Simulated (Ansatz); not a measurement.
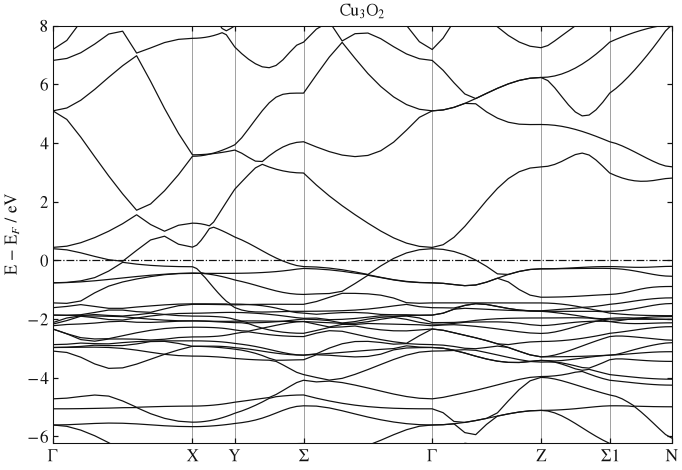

Band structure. Energies are counted from the Fermi level. The path runs straight from each named point to the next.

> Which Bravais lattice do the labels of the path belong to?

A body-centred tetragonal lattice: the path Γ–X–Y–Σ–Γ–Z–Σ1–N runs through the special points of its Brillouin zone.

Calculation on Cu$_{3}$O$_{2}$, space group I4/mmm, 5 atoms in the primitive cell; a = 4.046 Å, c = 7.347 Å (tetragonal axes).

Ansatz; PBEsol, all-electron LAPW, no spin polarisation, no spin-orbit coupling, 9×9×9 k mesh, Fermi-Dirac smearing of 0.05 eV.

> Is there a gap at the Fermi level?

A metal: bands cross the Fermi level along this path.

> Which levels at Z lie nearest to the Fermi level?

At Z the nearest levels lie 0.29 eV below and 3.18 eV above the Fermi level.

An odd number of electrons without spin polarisation forces a metal; a magnetic or distorted state may lie lower. The run has no spin polarisation, though such a crystal can be magnetic. Semilocal functionals often make such compounds metallic where correlation or magnetic order opens a gap, which also shifts bond lengths. The cell is at −6 GPa in this functional. The cell comes from a database of computed structures, and whether it is the stable form of this composition wasn't checked. Bands are joined in order of energy, so crossings between the computed points show as kinks or gaps. In reduced coordinates of the cell that was run, X is (0.5, −0.5, 0), Y is (0.5, −0.5, 0.152), Σ is (0.326, −0.326, 0.326), Z is (0.5, 0.5, −0.5), Σ1 is (0.674, 0.326, −0.326) and N is (0.5, 0, 0).
